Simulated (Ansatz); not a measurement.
# La2O: geometry relaxation (part 1 of 2)

System: La2O (P-3m1, 3 atoms in the cell).
Method: DFT PBE, scalar-relativistic, plane waves, PAW, no spin polarisation (Ansatz 0.2.0).

The structure was made by a generator, so it may or may not be a known phase. Figures and captions count atoms from 1; the log counts them from 0 in places.

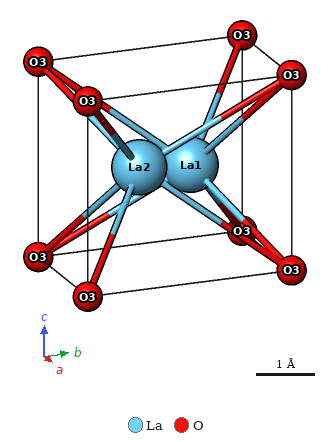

Fig. 1: The starting structure (ball-and-stick view of the cell of the calculation, seen slightly off an axis; atoms are numbered from 1 in the order of the input).

## Input file
```yaml
crystal:
  lattice:
    - [4.67074333, 0.0, 0.0]
    - [-2.33537167, 4.04498238, 0.0]
    - [0.0, 0.0, 3.43713983]
  atoms:
    - { symbol: La, position: [0.33333333, 0.66666667, 0.44999999] }
    - { symbol: La, position: [0.66666667, 0.33333333, 0.55000001] }
    - { symbol: O, position: [0.0, 0.0, 0.0] }
basis:
  ecutwfc: 420
kpoints:
  mp_grid: { grid: [6, 6, 6] }
hamiltonian:
  xc: pbe
scf:
  occupations: { method: gaussian, width: 0.1 }
  lower_state_search: "off"
output:
  forces: true
  stress: true
  eigenvalues: true
relax:
  adjacent_minimum: "off"
  f_tol: 0.04
  max_steps: 70
  cell: { stress_tol: 0.4 }
```

Launch command:
```bash
ansatz run input.yaml --threads 1 --pin off --max-ram 2048MiB --backend cpu --events-out ev --progress --plain --runs-dir out
```

## Output
```
Engine: ansatz 0.2.0, x86_64-unknown-linux-gnu
Pseudopotentials: kind: paw
Pseudopotential: La, paw, valence charge 11, recommended cutoff 420 eV (normal), La.paw.azcp
Pseudopotential: O, paw, valence charge 6, recommended cutoff 420 eV (normal), O.paw.azcp
Functional definition: PBE
  parameter kappa = 0.804
  parameter beta = 0.06672455060314922
  exchange = pbe_x(kappa = kappa, mu = beta*pi^2/3)
  correlation = pbe_c(beta = beta)
Crystal: 3 atoms, lattice volume = 64.938 Å³
Basis set: ecut = 420 eV, 1277 PW (Γ), exchange–correlation on 64×64×48 points (8 copies of the dense FFT grid, shifted against one another)
Bands: 18, of which v1, the nominal top of the filled ones, is band 14 counted from 1 (13 counted from 0)
Symmetry: 12 space group operations
Space group: P-3m1 (ITA 164), of the structure as read, at distance tolerance 4.0e-5 Å
k-points: 34 of 216
Non-local potential: La, projectors of the file, l = 0: 3, l = 1: 2, l = 2: 2, l = 3: 3
Non-local potential: O, projectors of the file, l = 0: 2, l = 1: 2, l = 2: 1
PAW form: soft (Blöchl's): semilocal exchange-correlation on the pseudo side does not see the compensation charge
PAW one-centre angular grid: La, 590 points (default); XC on 64 Gauss nodes
PAW one-centre angular grid: O, 110 points (default); XC on 64 Gauss nodes
Initial density: superposition of atomic densities (neutral atoms: chi_scale 0, normalization atom), corrected by the library's trained network
Initial wavefunctions: pseudopotential atomic-orbital guess
Functional: x = pbe(κ = 0.804, μ = 0.2195149727645171), c = pbe(β = 0.06672455060314922)
SCF iter   1: F=—  HF=-13064.775792 eV  |F-HF|=—  |Δ(HF+E_count)|=         —  Δρ=2.07e-2  dr2=4.84e-1  ethr=1.77e-3  ⟨swp⟩=4.4  Hψ=2926  notcnv=0
preconditioner: auto → none  [metal: Δε(μ)=0.036 eV  Ē_g=11.673 eV  σ=0.100 eV  W_gap=0.20  n_scr=8 (ndim 8)  ℏωp=22.6 eV  f_vac=0.000  D(μ)=2.64/eV (n_scr^D=26)  sad-step TF]
SCF iter   2: F=—  HF=-13064.712849 eV  |F-HF|=—  |Δ(HF+E_count)|=   6.29e-2  Δρ=1.16e-2  dr2=1.74e-1  ethr=1.73e-3  ⟨swp⟩=2.9  Hψ=1061  notcnv=0  defer=2
SCF iter   3: F=—  HF=-13064.686796 eV  |F-HF|=—  |Δ(HF+E_count)|=   2.61e-2  Δρ=4.06e-3  dr2=1.25e-2  ethr=6.22e-4  ⟨swp⟩=3.3  Hψ=995  notcnv=0  defer=2
SCF iter   4: F=—  HF=-13064.685927 eV  |F-HF|=—  |Δ(HF+E_count)|=   8.69e-4  Δρ=1.15e-3  dr2=1.17e-3  ethr=4.48e-5  ⟨swp⟩=2.0  Hψ=1165  notcnv=0  defer=2
SCF iter   5: F=—  HF=-13064.685589 eV  |F-HF|=—  |Δ(HF+E_count)|=   3.39e-4  Δρ=2.52e-4  dr2=4.24e-5  ethr=4.18e-6  ⟨swp⟩=2.1  Hψ=1086  notcnv=0  defer=2
SCF iter   6: F=—  HF=-13064.685586 eV  |F-HF|=—  |Δ(HF+E_count)|=   2.67e-6  Δρ=2.95e-5  dr2=5.29e-7  ethr=1.51e-7  ⟨swp⟩=2.0  Hψ=738  notcnv=0  defer=2
SCF iter   7: F=—  HF=-13064.685586 eV  |F-HF|=—  |Δ(HF+E_count)|=   1.44e-7  Δρ=1.62e-5  dr2=2.72e-7  ethr=3.57e-10  ⟨swp⟩=8.7  Hψ=3677  notcnv=0
SCF iter   8: F=-13064.685586 eV  HF=-13064.685586 eV  |F-HF|=1.21e-8  |Δ(HF+E_count)|=   3.13e-8  Δρ=3.50e-6  dr2=1.33e-8  ethr=3.57e-10  ⟨swp⟩=3.4  Hψ=2609  notcnv=0
SCF 1 converged in 8 iterations: F = -13064.685586 eV  dr2 = 1.33e-8
  greatest PAW one-centre occupation: 0.965 electrons in one spin orbital (limit 2), on the La atom at site 1 (counted from 0), in its partial waves of l = 0
relax step   1: F+E_penalty+E_count = -13064.68558632 eV  Δ(F+E_penalty+E_count) = +0.000e0 eV  max|allowed force component| = 1.511e0 eV/Å  Δτ_max = 0.0000 Å  P = +4.757 GPa  Ω = 64.938 Å³  (8 SCF iters, dr2 threshold 1.00e-7 eV, accepted)
Crystal: 3 atoms, lattice volume = 66.832 Å³
Basis set: ecut = 420 eV, 1271 PW (Γ), exchange–correlation on 64×64×48 points (8 copies of the dense FFT grid, shifted against one another)
Initial density: handed on by an earlier stage of this run
Initial wavefunctions: those handed on with the density
iter 1 solved again at ethr=2.34e-3 eV; its pass at ethr=3.10e-3 eV (dr2=6.54e-1 eV) is discarded
SCF iter   1: F=—  HF=-13065.643957 eV  |F-HF|=—  |Δ(HF+E_count)|=         —  Δρ=2.57e-2  dr2=6.55e-1  ethr=2.34e-3  ⟨swp⟩=1.0  Hψ=5749  notcnv=0
preconditioner: auto → none  [metal: Δε(μ)=0.018 eV  Ē_g=11.601 eV  σ=0.100 eV  W_gap=0.10  n_scr=8 (ndim 8)  ℏωp=22.3 eV  f_vac=0.000  D(μ)=3.46/eV (n_scr^D=32)]
SCF iter   2: F=—  HF=-13065.481676 eV  |F-HF|=—  |Δ(HF+E_count)|=   1.62e-1  Δρ=7.93e-3  dr2=2.49e-2  ethr=2.34e-3  ⟨swp⟩=5.1  Hψ=1437  notcnv=0
SCF iter   3: F=—  HF=-13065.478031 eV  |F-HF|=—  |Δ(HF+E_count)|=   3.65e-3  Δρ=3.04e-3  dr2=3.17e-3  ethr=8.88e-5  ⟨swp⟩=3.9  Hψ=1403  notcnv=0
SCF iter   4: F=—  HF=-13065.478243 eV  |F-HF|=—  |Δ(HF+E_count)|=   2.12e-4  Δρ=6.29e-4  dr2=1.62e-4  ethr=1.13e-5  ⟨swp⟩=2.0  Hψ=993  notcnv=0
SCF iter   5: F=—  HF=-13065.478277 eV  |F-HF|=—  |Δ(HF+E_count)|=   3.44e-5  Δρ=1.29e-4  dr2=6.58e-6  ethr=5.78e-7  ⟨swp⟩=2.1  Hψ=1010  notcnv=0
SCF iter   6: F=—  HF=-13065.478279 eV  |F-HF|=—  |Δ(HF+E_count)|=   1.66e-6  Δρ=3.47e-5  dr2=6.49e-7  ethr=2.35e-8  ⟨swp⟩=2.1  Hψ=924  notcnv=0
SCF iter   7: F=-13065.478279 eV  HF=-13065.478279 eV  |F-HF|=3.10e-9  |Δ(HF+E_count)|=   3.06e-8  Δρ=5.33e-6  dr2=9.38e-9  ethr=1.07e-9  ⟨swp⟩=8.6  Hψ=4156  notcnv=0
SCF 2 converged in 7 iterations: F = -13065.478279 eV  dr2 = 9.38e-9
  greatest PAW one-centre occupation: 0.966 electrons in one spin orbital (limit 2), on the La atom at site 1 (counted from 0), in its partial waves of l = 0
relax step   2: F+E_penalty+E_count = -13065.47827877 eV  Δ(F+E_penalty+E_count) = -7.927e-1 eV  max|allowed force component| = 1.647e0 eV/Å  Δτ_max = 0.1950 Å  P = -2.271 GPa  Ω = 66.832 Å³  energy of the carried Pulay correction = -2.334e-3 eV  (7 SCF iters, dr2 threshold 3.00e-7 eV, accepted)
[... from here on the SCF iterations and repeated set-up lines of each step are left out, up to the last step ...]
SCF 3 converged in 6 iterations: F = -13066.082506 eV  dr2 = 4.32e-8
relax step   3: F+E_penalty+E_count = -13066.08250560 eV  Δ(F+E_penalty+E_count) = -6.042e-1 eV  max|allowed force component| = 1.298e0 eV/Å  Δτ_max = 0.1953 Å  P = -2.348 GPa  Ω = 65.457 Å³  energy of the carried Pulay correction = -6.462e-4 eV  (6 SCF iters, dr2 threshold 3.00e-7 eV, accepted)
SCF 4 converged in 6 iterations: F = -13066.610661 eV  dr2 = 6.09e-8
relax step   4: F+E_penalty+E_count = -13066.61066120 eV  Δ(F+E_penalty+E_count) = -5.282e-1 eV  max|allowed force component| = 5.496e-1 eV/Å  Δτ_max = 0.1927 Å  P = -1.124 GPa  Ω = 63.920 Å³  energy of the carried Pulay correction = +1.282e-3 eV  (6 SCF iters, dr2 threshold 3.00e-7 eV, accepted)
SCF 5 converged in 6 iterations: F = -13067.007906 eV  dr2 = 4.84e-8
relax step   5: F+E_penalty+E_count = -13067.00790591 eV  Δ(F+E_penalty+E_count) = -3.972e-1 eV  max|allowed force component| = 4.676e-1 eV/Å  Δτ_max = 0.0565 Å  P = -0.023 GPa  Ω = 63.603 Å³  energy of the carried Pulay correction = +1.686e-3 eV  (6 SCF iters, dr2 threshold 3.00e-7 eV, accepted)
SCF 6 converged in 7 iterations: F = -13067.433990 eV  dr2 = 8.05e-8
relax step   6: F+E_penalty+E_count = -13067.43399011 eV  Δ(F+E_penalty+E_count) = -4.261e-1 eV  max|allowed force component| = 5.019e-1 eV/Å  Δτ_max = 0.0712 Å  P = +1.908 GPa  Ω = 63.368 Å³  energy of the carried Pulay correction = +1.987e-3 eV  (7 SCF iters, dr2 threshold 3.00e-7 eV, accepted)
SCF 7 converged in 7 iterations: F = -13067.843940 eV  dr2 = 2.00e-8
relax step   7: F+E_penalty+E_count = -13067.84394042 eV  Δ(F+E_penalty+E_count) = -4.100e-1 eV  max|allowed force component| = 1.857e-1 eV/Å  Δτ_max = 0.0604 Å  P = +3.835 GPa  Ω = 63.580 Å³  energy of the carried Pulay correction = +1.716e-3 eV  (7 SCF iters, dr2 threshold 3.00e-7 eV, accepted)
SCF 8 converged in 7 iterations: F = -13068.199715 eV  dr2 = 7.04e-8
relax step   8: F+E_penalty+E_count = -13068.19971489 eV  Δ(F+E_penalty+E_count) = -3.558e-1 eV  max|allowed force component| = 1.172e-1 eV/Å  Δτ_max = 0.0152 Å  P = +2.094 GPa  Ω = 64.773 Å³  energy of the carried Pulay correction = +2.067e-4 eV  (7 SCF iters, dr2 threshold 3.00e-7 eV, accepted)
SCF 9 converged in 7 iterations: F = -13068.522563 eV  dr2 = 6.28e-8
relax step   9: F+E_penalty+E_count = -13068.52256297 eV  Δ(F+E_penalty+E_count) = -3.228e-1 eV  max|allowed force component| = 7.598e-2 eV/Å  Δτ_max = 0.0167 Å  P = +1.712 GPa  Ω = 64.422 Å³  energy of the carried Pulay correction = +6.482e-4 eV  (7 SCF iters, dr2 threshold 3.00e-7 eV, accepted)
SCF 10 converged in 7 iterations: F = -13068.746035 eV  dr2 = 1.86e-7
relax step  10: F+E_penalty+E_count = -13068.74603496 eV  Δ(F+E_penalty+E_count) = -2.235e-1 eV  max|allowed force component| = 1.572e-2 eV/Å  Δτ_max = 0.0158 Å  P = +1.371 GPa  Ω = 64.010 Å³  energy of the carried Pulay correction = +1.169e-3 eV  (7 SCF iters, dr2 threshold 3.00e-7 eV, accepted)
SCF 11 converged in 7 iterations: F = -13068.865711 eV  dr2 = 5.13e-8
relax step  11: F+E_penalty+E_count = -13068.86571075 eV  Δ(F+E_penalty+E_count) = -1.197e-1 eV  max|allowed force component| = 2.013e-1 eV/Å  Δτ_max = 0.0004 Å  P = +1.041 GPa  Ω = 64.011 Å³  energy of the carried Pulay correction = +1.167e-3 eV  (7 SCF iters, dr2 threshold 3.00e-7 eV, accepted)
SCF 12 converged in 7 iterations: F = -13068.911752 eV  dr2 = 1.06e-7
relax step  12: F+E_penalty+E_count = -13068.91175246 eV  Δ(F+E_penalty+E_count) = -4.604e-2 eV  max|allowed force component| = 9.377e-2 eV/Å  Δτ_max = 0.0155 Å  P = -0.447 GPa  Ω = 64.035 Å³  energy of the carried Pulay correction = +1.136e-3 eV  (7 SCF iters, dr2 threshold 3.00e-7 eV, accepted)
SCF 13 converged in 6 iterations: F = -13068.915320 eV  dr2 = 7.62e-8
relax step  13: F+E_penalty+E_count = -13068.91532044 eV  Δ(F+E_penalty+E_count) = -3.568e-3 eV  max|allowed force component| = 9.360e-2 eV/Å  Δτ_max = 0.0066 Å  P = -0.349 GPa  Ω = 63.594 Å³  energy of the carried Pulay correction = +1.698e-3 eV  (6 SCF iters, dr2 threshold 3.00e-7 eV, accepted)
SCF 14 converged in 8 iterations: F = -13068.911930 eV  dr2 = 9.79e-8
relax step  14: F+E_penalty+E_count = -13068.91193002 eV  Δ(F+E_penalty+E_count) = +3.390e-3 eV  max|allowed force component| = 3.700e-1 eV/Å  Δτ_max = 0.1087 Å  P = +2.842 GPa  Ω = 57.837 Å³  energy of the carried Pulay correction = +9.392e-3 eV  (8 SCF iters, dr2 threshold 3.00e-7 eV, rejected (line search))
SCF 15 converged in 10 iterations: F = -13068.922692 eV  dr2 = 2.30e-11
relax step  15: F+E_penalty+E_count = -13068.92269194 eV  Δ(F+E_penalty+E_count) = -7.372e-3 eV  max|allowed force component| = 2.247e-2 eV/Å  Δτ_max = 0.0207 Å  P = -0.433 GPa  Ω = 62.603 Å³  energy of the carried Pulay correction = +2.973e-3 eV  (10 SCF iters, accepted)
SCF 16 converged in 7 iterations: F = -13068.927560 eV  dr2 = 2.82e-8
relax step  16: F+E_penalty+E_count = -13068.92755950 eV  Δ(F+E_penalty+E_count) = -4.868e-3 eV  max|allowed force component| = 8.969e-2 eV/Å  Δτ_max = 0.0165 Å  P = -0.147 GPa  Ω = 61.606 Å³  energy of the carried Pulay correction = +4.275e-3 eV  (7 SCF iters, dr2 threshold 3.00e-7 eV, accepted)
SCF 17 converged in 7 iterations: F = -13068.943086 eV  dr2 = 2.51e-7
relax step  17: F+E_penalty+E_count = -13068.94308594 eV  Δ(F+E_penalty+E_count) = -1.553e-2 eV  max|allowed force component| = 4.475e-2 eV/Å  Δτ_max = 0.0476 Å  P = +2.091 GPa  Ω = 58.553 Å³  energy of the carried Pulay correction = +8.395e-3 eV  (7 SCF iters, dr2 threshold 3.00e-7 eV, accepted)
SCF 18 converged in 7 iterations: F = -13068.947721 eV  dr2 = 1.85e-7
relax step  18: F+E_penalty+E_count = -13068.94772077 eV  Δ(F+E_penalty+E_count) = -4.635e-3 eV  max|allowed force component| = 8.690e-2 eV/Å  Δτ_max = 0.0137 Å  P = -0.064 GPa  Ω = 60.094 Å³  energy of the carried Pulay correction = +6.290e-3 eV  (7 SCF iters, dr2 threshold 3.00e-7 eV, accepted)
SCF 19 converged in 7 iterations: F = -13068.944255 eV  dr2 = 2.17e-8
relax step  19: F+E_penalty+E_count = -13068.94425528 eV  Δ(F+E_penalty+E_count) = +3.465e-3 eV  max|allowed force component| = 1.432e-1 eV/Å  Δτ_max = 0.0182 Å  P = -0.635 GPa  Ω = 59.733 Å³  energy of the carried Pulay correction = +6.779e-3 eV  (7 SCF iters, dr2 threshold 3.00e-7 eV, rejected (line search))
SCF 20 converged in 8 iterations: F = -13068.949152 eV  dr2 = 9.78e-10
relax step  20: F+E_penalty+E_count = -13068.94915191 eV  Δ(F+E_penalty+E_count) = -1.431e-3 eV  max|allowed force component| = 6.462e-4 eV/Å  Δτ_max = 0.0077 Å  P = -0.007 GPa  Ω = 59.816 Å³  energy of the carried Pulay correction = +6.665e-3 eV  (8 SCF iters, accepted)
SCF 21 converged in 7 iterations: F = -13069.332612 eV  dr2 = 8.10e-10
relax step  21: F+E_penalty+E_count = -13069.33261188 eV  Δ(F+E_penalty+E_count) = -3.835e-1 eV  max|allowed force component| = 1.492e-3 eV/Å  Δτ_max = 0.0000 Å  P = +4.844 GPa  Ω = 59.816 Å³  stress off target by 1.34e1 GPa  SCF on the basis re-selected at this cell (its energy is not comparable with the rows above)  (7 SCF iters)
SCF 22 converged in 6 iterations: F = -13069.415907 eV  dr2 = 3.86e-8
relax step  22: F+E_penalty+E_count = -13069.41590653 eV  Δ(F+E_penalty+E_count) = -8.329e-2 eV  max|allowed force component| = 1.099e-2 eV/Å  Δτ_max = 0.0053 Å  P = +4.023 GPa  Ω = 60.720 Å³  energy of the carried Pulay correction = -1.191e-3 eV  (6 SCF iters, dr2 threshold 3.00e-7 eV, accepted)
SCF 23 converged in 6 iterations: F = -13069.525728 eV  dr2 = 9.28e-8
relax step  23: F+E_penalty+E_count = -13069.52572786 eV  Δ(F+E_penalty+E_count) = -1.098e-1 eV  max|allowed force component| = 2.593e-2 eV/Å  Δτ_max = 0.0052 Å  P = +3.761 GPa  Ω = 61.517 Å³  energy of the carried Pulay correction = -2.283e-3 eV  (6 SCF iters, dr2 threshold 3.00e-7 eV, accepted)
SCF 24 converged in 7 iterations: F = -13069.654235 eV  dr2 = 1.86e-8
relax step  24: F+E_penalty+E_count = -13069.65423457 eV  Δ(F+E_penalty+E_count) = -1.285e-1 eV  max|allowed force component| = 3.375e-2 eV/Å  Δτ_max = 0.0213 Å  P = +3.362 GPa  Ω = 63.551 Å³  energy of the carried Pulay correction = -4.858e-3 eV  (7 SCF iters, dr2 threshold 3.00e-7 eV, accepted)
SCF 25 converged in 7 iterations: F = -13069.768068 eV  dr2 = 4.35e-8
relax step  25: F+E_penalty+E_count = -13069.76806802 eV  Δ(F+E_penalty+E_count) = -1.138e-1 eV  max|allowed force component| = 2.737e-1 eV/Å  Δτ_max = 0.0242 Å  P = +3.020 GPa  Ω = 65.969 Å³  energy of the carried Pulay correction = -7.785e-3 eV  (7 SCF iters, dr2 threshold 3.00e-7 eV, accepted)
SCF 26 converged in 8 iterations: F = -13069.906453 eV  dr2 = 5.50e-8
relax step  26: F+E_penalty+E_count = -13069.90645287 eV  Δ(F+E_penalty+E_count) = -1.384e-1 eV  max|allowed force component| = 1.240e-1 eV/Å  Δτ_max = 0.0606 Å  P = +2.219 GPa  Ω = 69.966 Å³  energy of the carried Pulay correction = -1.229e-2 eV  (8 SCF iters, dr2 threshold 3.00e-7 eV, accepted)
SCF 27 converged in 7 iterations: F = -13069.948648 eV  dr2 = 1.99e-7
relax step  27: F+E_penalty+E_count = -13069.94864812 eV  Δ(F+E_penalty+E_count) = -4.220e-2 eV  max|allowed force component| = 3.985e-1 eV/Å  Δτ_max = 0.0519 Å  P = +0.825 GPa  Ω = 73.758 Å³  energy of the carried Pulay correction = -1.634e-2 eV  (7 SCF iters, dr2 threshold 3.00e-7 eV, accepted)
SCF 28 converged in 8 iterations: F = -13069.985701 eV  dr2 = 4.63e-9
relax step  28: F+E_penalty+E_count = -13069.98570136 eV  Δ(F+E_penalty+E_count) = -3.705e-2 eV  max|allowed force component| = 4.763e-2 eV/Å  Δτ_max = 0.0200 Å  P = -0.136 GPa  Ω = 73.842 Å³  energy of the carried Pulay correction = -1.657e-2 eV  (8 SCF iters, dr2 threshold 3.00e-7 eV, accepted)
SCF 29 converged in 6 iterations: F = -13069.986937 eV  dr2 = 2.26e-8
relax step  29: F+E_penalty+E_count = -13069.98693659 eV  Δ(F+E_penalty+E_count) = -1.235e-3 eV  max|allowed force component| = 1.369e-3 eV/Å  Δτ_max = 0.0047 Å  P = -0.286 GPa  Ω = 74.161 Å³  energy of the carried Pulay correction = -1.695e-2 eV  (6 SCF iters, dr2 threshold 3.00e-7 eV, accepted)
SCF 30 converged in 7 iterations: F = -13070.153610 eV  dr2 = 2.28e-10
relax step  30: F+E_penalty+E_count = -13070.15361028 eV  Δ(F+E_penalty+E_count) = -1.667e-1 eV  max|allowed force component| = 5.980e-4 eV/Å  Δτ_max = 0.0000 Å  P = +2.039 GPa  Ω = 74.161 Å³  stress off target by 4.90e0 GPa  SCF on the basis re-selected at this cell (its energy is not comparable with the rows above)  (7 SCF iters)
SCF 31 converged in 6 iterations: F = -13070.205829 eV  dr2 = 3.97e-8
relax step  31: F+E_penalty+E_count = -13070.20582867 eV  Δ(F+E_penalty+E_count) = -5.222e-2 eV  max|allowed force component| = 6.468e-2 eV/Å  Δτ_max = 0.0070 Å  P = +0.888 GPa  Ω = 76.055 Å³  energy of the carried Pulay correction = -2.146e-3 eV  (6 SCF iters, dr2 threshold 3.00e-7 eV, accepted)
SCF 32 converged in 6 iterations: F = -13070.233789 eV  dr2 = 2.01e-7
relax step  32: F+E_penalty+E_count = -13070.23378909 eV  Δ(F+E_penalty+E_count) = -2.796e-2 eV  max|allowed force component| = 6.098e-4 eV/Å  Δτ_max = 0.0114 Å  P = +0.357 GPa  Ω = 77.401 Å³  energy of the carried Pulay correction = -3.966e-3 eV  (6 SCF iters, dr2 threshold 3.00e-7 eV, accepted)
SCF 33 converged in 6 iterations: F = -13070.238138 eV  dr2 = 1.18e-7
relax step  33: F+E_penalty+E_count = -13070.23813825 eV  Δ(F+E_penalty+E_count) = -4.349e-3 eV  max|allowed force component| = 3.640e-3 eV/Å  Δτ_max = 0.0046 Å  P = -0.011 GPa  Ω = 78.114 Å³  energy of the carried Pulay correction = -5.043e-3 eV  (6 SCF iters, dr2 threshold 3.00e-7 eV, accepted)
Basis set: ecut = 420 eV, 1521 PW (Γ), exchange–correlation on 54×54×90 points (8 copies of the dense FFT grid, shifted against one another)
iter 1 solved again at ethr=4.72e-7 eV; its pass at ethr=3.10e-3 eV (dr2=1.32e-4 eV) is discarded
SCF iter   1: F=—  HF=-13070.248376 eV  |F-HF|=—  |Δ(HF+E_count)|=         —  Δρ=5.41e-4  dr2=3.68e-5  ethr=4.72e-7  ⟨swp⟩=3.6  Hψ=4894  notcnv=0
preconditioner: auto → Kerker (q_TF=auto, 2.299 Å⁻¹)  [metal: Δε(μ)=0.021 eV  Ē_g=12.139 eV  σ=0.100 eV  W_gap=0.11  n_scr=22 (ndim 8)  ℏωp=20.6 eV  f_vac=0.000  D(μ)=4.31/eV (n_scr^D=36)]
SCF iter   2: F=—  HF=-13070.248473 eV  |F-HF|=—  |Δ(HF+E_count)|=   9.73e-5  Δρ=2.68e-4  dr2=1.24e-5  ethr=1.32e-7  ⟨swp⟩=2.0  Hψ=978  notcnv=0
SCF iter   3: F=—  HF=-13070.248496 eV  |F-HF|=—  |Δ(HF+E_count)|=   2.29e-5  Δρ=1.26e-4  dr2=1.58e-6  ethr=4.44e-8  ⟨swp⟩=2.0  Hψ=728  notcnv=0
SCF iter   4: F=—  HF=-13070.248504 eV  |F-HF|=—  |Δ(HF+E_count)|=   8.12e-6  Δρ=5.55e-6  dr2=1.43e-8  ethr=5.63e-9  ⟨swp⟩=2.0  Hψ=1007  notcnv=0
SCF iter   5: F=-13070.248504 eV  HF=-13070.248504 eV  |F-HF|=8.91e-11  |Δ(HF+E_count)|=   1.65e-8  Δρ=1.27e-6  dr2=1.68e-9  ethr=6.86e-12  ⟨swp⟩=6.7  Hψ=2912  notcnv=0
SCF 34 converged in 5 iterations: F = -13070.248504 eV  dr2 = 1.68e-9
relax step  34: F+E_penalty+E_count = -13070.24850444 eV  Δ(F+E_penalty+E_count) = -1.037e-2 eV  max|allowed force component| = 3.312e-3 eV/Å  Δτ_max = 0.0000 Å  P = +0.092 GPa  Ω = 78.114 Å³  stress off target by 3.72e-1 GPa  SCF on the basis re-selected at this cell (its energy is not comparable with the rows above)  (5 SCF iters)
```

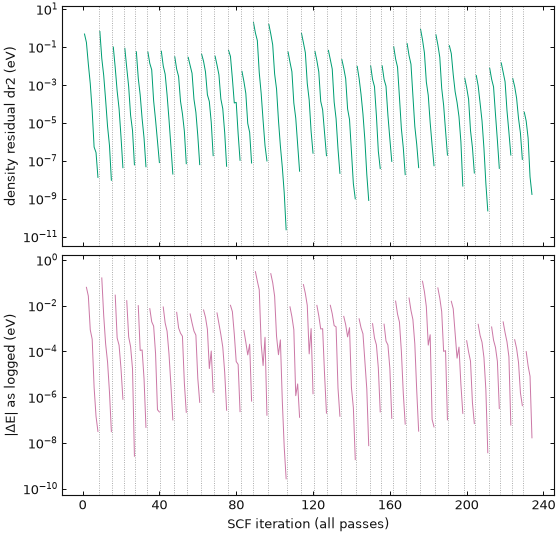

Fig. 2: Convergence of the self-consistent field: density residual dr2 and size of the energy change against the SCF iteration. The dotted lines part the SCF passes of the relaxation: geometry steps, rejected trials and re-solves on a re-selected basis. The 34 passes take 5 to 10 iterations each, 234 in all.

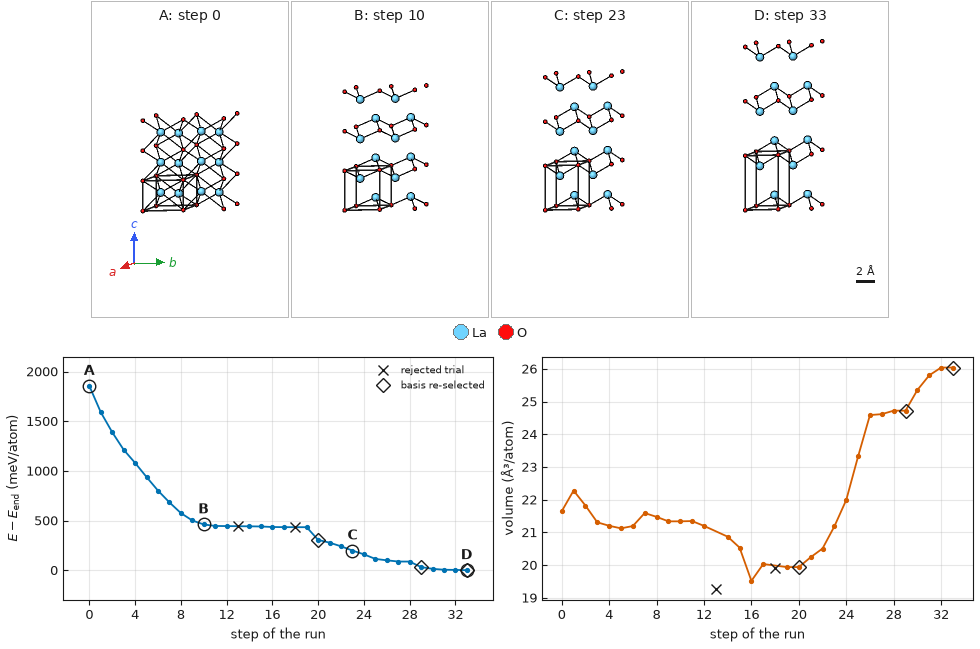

Fig. 3: Frames of the relaxation (ball-and-stick view of the cell of the calculation, repeated 1 × 2 × 3, seen slightly off an axis) above the curves, on which the letters mark them (the first geometry is step 0 here and step 1 in the log).
